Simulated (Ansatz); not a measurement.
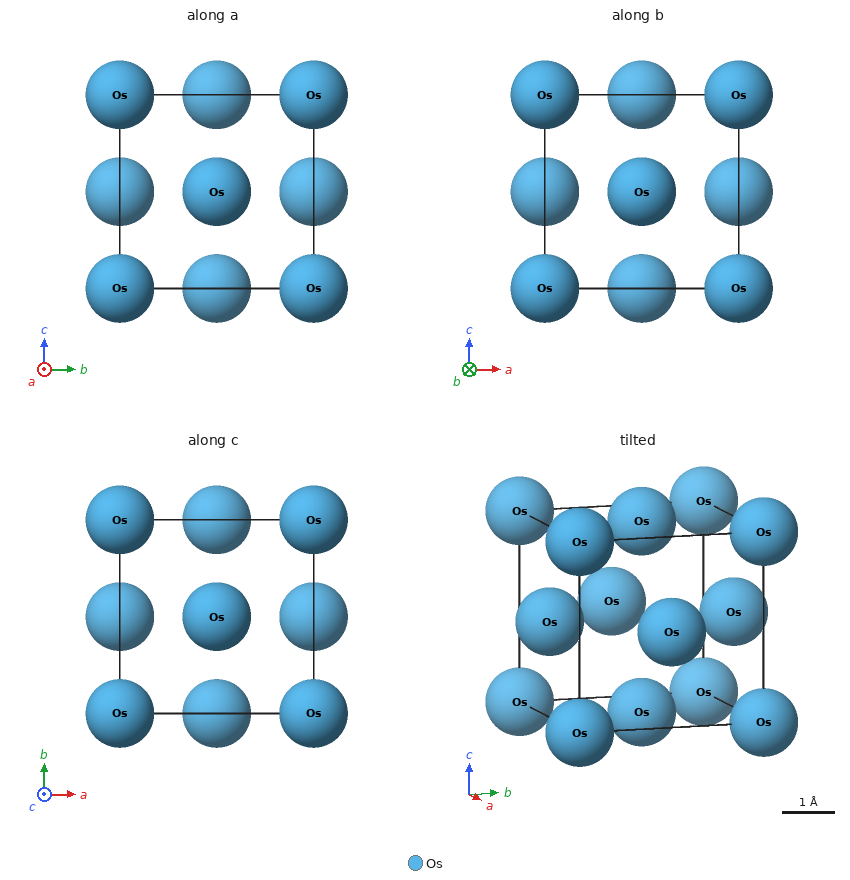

The structure above is drawn in spheres-only style and viewed along the a axis, along the b axis, along the c axis and slightly off an axis. The wireframe shows the conventional unit cell.

Lattice parameters: a = 3.7517 Å, b = 3.7517 Å, c = 3.7517 Å, α = 90.000°, β = 90.000°, γ = 90.000°.

Question: Write down what is shown as a CIF in P1 with every atom of the cell.

Answer:
```cif
data_structure
_symmetry_space_group_name_H-M 'P 1'
_symmetry_Int_Tables_number 1
_cell_length_a 3.7517
_cell_length_b 3.7517
_cell_length_c 3.7517
_cell_angle_alpha 90.000
_cell_angle_beta 90.000
_cell_angle_gamma 90.000
_cell_volume 52.81
loop_
_atom_site_label
_atom_site_type_symbol
_atom_site_fract_x
_atom_site_fract_y
_atom_site_fract_z
_atom_site_occupancy
Os1 Os 0.0000 0.0000 0.0000 1
Os2 Os 0.0000 0.5000 0.5000 1
Os3 Os 0.5000 0.0000 0.5000 1
Os4 Os 0.5000 0.5000 0.0000 1
```

It derives from a structure type filled with this element by a generator (whether the element takes this form wasn't checked). Earlier steps of the study may have refined or changed the cell and positions. It was run through Ansatz as a DFT input.

At this level of theory the cell isn't at rest (compressed, at 39 GPa), so its distances can differ from those at equilibrium, the more so the softer the solid.
